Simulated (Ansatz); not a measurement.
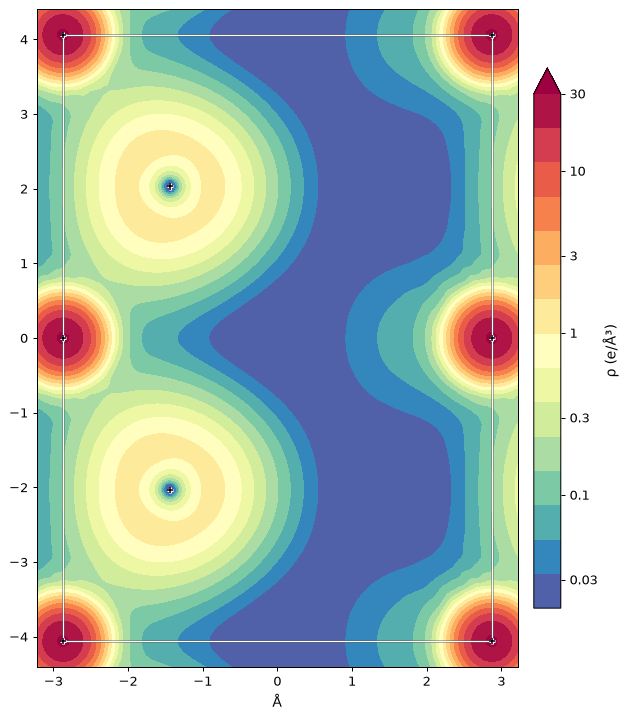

The valence pseudo-density on a plane through atoms (crosses mark nuclei in the plane).

All numbers below come from Ansatz, DFT, PBE, PAW with Ansatz's default frozen-core files, scalar-relativistic.

Candidates:
A. ZnSe, a = 5.37 Å, b = 5.37 Å, c = 5.37 Å, α = 90.00°, β = 90.00°, γ = 90.00°. Space group Fm-3m.
B. Ni, a = 3.57 Å, b = 3.57 Å, c = 3.57 Å, α = 90.00°, β = 90.00°, γ = 90.00°. Space group Fm-3m; computed pressure about −7 GPa in this cell; spin-polarised.
C. MgS, a = 5.74 Å, b = 5.74 Å, c = 5.74 Å, α = 90.00°, β = 90.00°, γ = 90.00°. Space group F-43m.

> Which system is this?

Candidate C: MgS on the (011) plane of the conventional cell, which holds Mg and S. Mg–S (2.49 Å): ρ at the midpoint is about 0.35 e/Å³.
